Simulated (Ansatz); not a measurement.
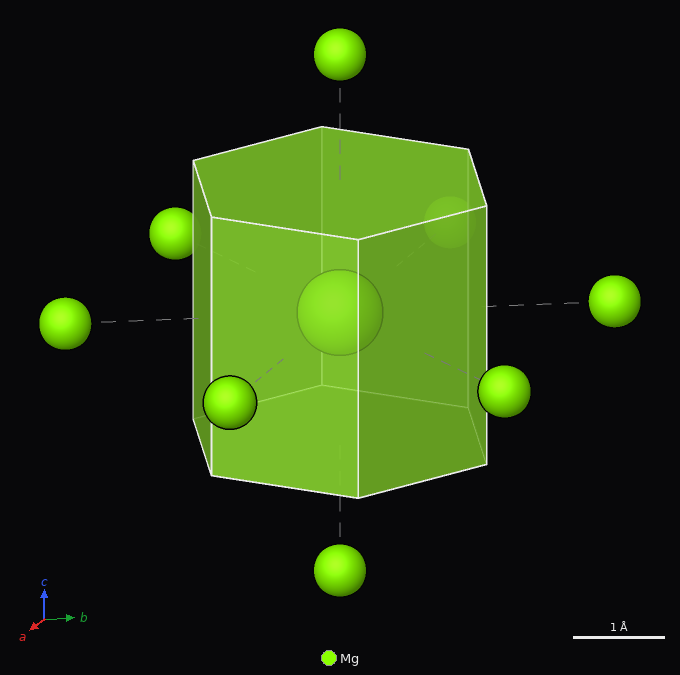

Voronoi cell (the region closer to this atom than to any other), computed from the atomic positions without radii. Central atom: Mg (1a) in Mg; faces take the colour of the neighbour behind them. The structure is a calculation's input; it may be strained or unrelaxed.

Mg, space group P6/mmm (No. 191), a = 3.050 Å, b = 3.050 Å, c = 3.045 Å, α = 90.00°, β = 90.00°, γ = 120.00°

```csv
site,Wyckoff,x,y,z
Mg,1a,0.0000,0.0000,0.0000
```

Question: What is the volume of this Voronoi cell?

Answer: 24.5 Å³, equal to the mean volume per atom.

Question: Give the Voronoi index ⟨n3,n4,n5,n6,…⟩ (numbers of faces with 3, 4, 5, 6 … edges).

Answer: 8 faces, index ⟨0,6,0,2⟩: a hexagonal prism.
